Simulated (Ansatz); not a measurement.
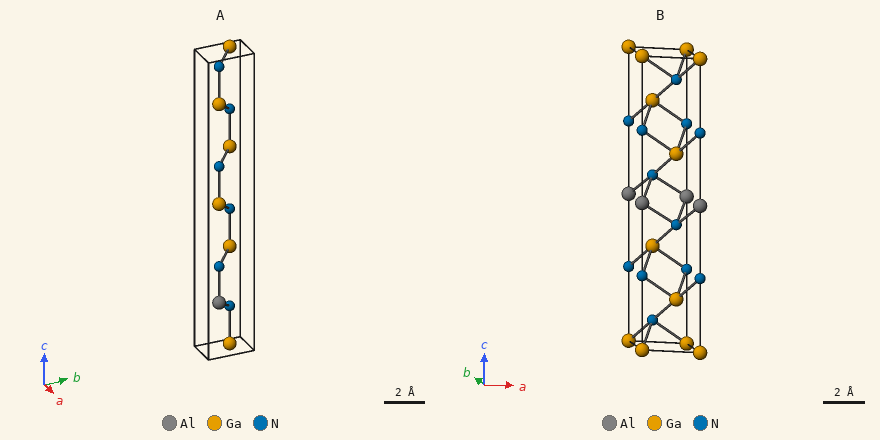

Two structures of AlGa$_{5}$N$_{6}$, each relaxed to rest (conventional cells in solid outline, small ones repeated, not to one scale). Method: DFT PBE, scalar-relativistic, plane waves, PAW (Ansatz 0.2.0), without spin polarisation.

Name structures A and B.

Answer. A: 12 atoms a cell on a primitive hexagonal lattice, P3m1. B: 12 atoms a cell on a primitive hexagonal lattice, P-3m1.

A or B: which is lower in energy?

Answer. A is lower, by 434 meV/atom at this level of theory (energies at zero smearing). Volumes: A 11.6, B 9.5 Å³/atom.

One or both may be structure types tried for this composition rather than known phases.
